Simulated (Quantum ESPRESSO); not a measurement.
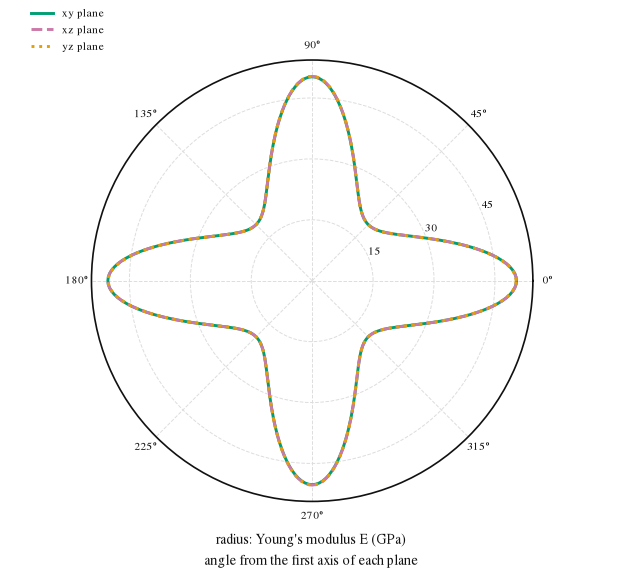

The figure shows the Young's modulus as a function of direction in the xy, xz and yz planes for NaI, space group Fm-3m (No. 225).

Starting cell:
```
CELL_PARAMETERS angstrom
0.00000 3.23640 3.23640
3.23640 0.00000 3.23640
3.23640 3.23640 0.00000
ATOMIC_POSITIONS crystal
I 0.50000 0.50000 0.50000
Na 0.00000 0.00000 0.00000
```

Computed with Quantum ESPRESSO 7.5: plane-wave DFT, no spin polarisation; elastic constants in Voigt order on the axes of the given cell. Level: WC with D2.

k mesh 7×7×7; occupations Fermi–Dirac; smearing width 0.05 eV; potentials JTH 2.0 LDA; wave cutoff 612.3 eV; density cutoff 3674 eV.

Between which limits does E lie over all directions?

Answer. Over all directions E runs from 16.2 to 50.3 GPa, a ratio of 3.1, a strong anisotropy.

What is E along the Cartesian axes and along their diagonal?

Answer. E is 50.3 GPa along x, y and z alike, and 16.2 GPa along the body diagonal x + y + z.

Caveats: d2 scale of pbe kept for another functional; potentials made for another functional.
